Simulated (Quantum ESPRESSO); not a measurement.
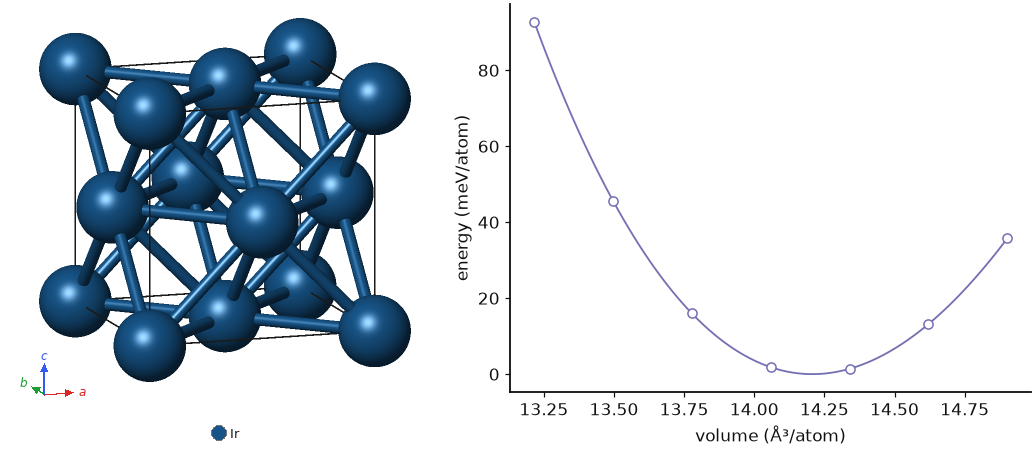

How it was computed, with Quantum ESPRESSO 7.5: plane-wave DFT, no spin polarisation; energies at scaled volumes of the given cell, shape and fractions fixed, counted from the fit's minimum, third-order Birch-Murnaghan fit. Level: PBE with D3(BJ).

- k mesh: 12×12×12
- occupations: Fermi–Dirac
- smearing width: 0.05 eV
- potentials: PseudoDojo 0.4.1 SR PBE standard
- wave cutoff: 925.2 eV
- density cutoff: 3701 eV

Starting cell:
```xyz
1
Lattice="0.0000 1.9156 1.9156 1.9156 0.0000 1.9156 1.9156 1.9156 0.0000" Properties=species:S:1:pos:R:3 pbc="T T T"
Ir    0.0000    0.0000    0.0000
```

**Figure.** Energy against volume for Ir, space group Fm-3m (No. 225). The conventional cell is drawn beside the plot.

A third-order Birch–Murnaghan fit gives V0 = 14.21 Å³/atom, B0 = 371 GPa and B′ = 5.1. The energy is 92.81 meV/atom at volume 13.22 Å³/atom and 35.77 meV/atom at 14.90 Å³/atom; the lowest computed point is at volume 14.34 Å³/atom (1.41 meV/atom), in a single well.
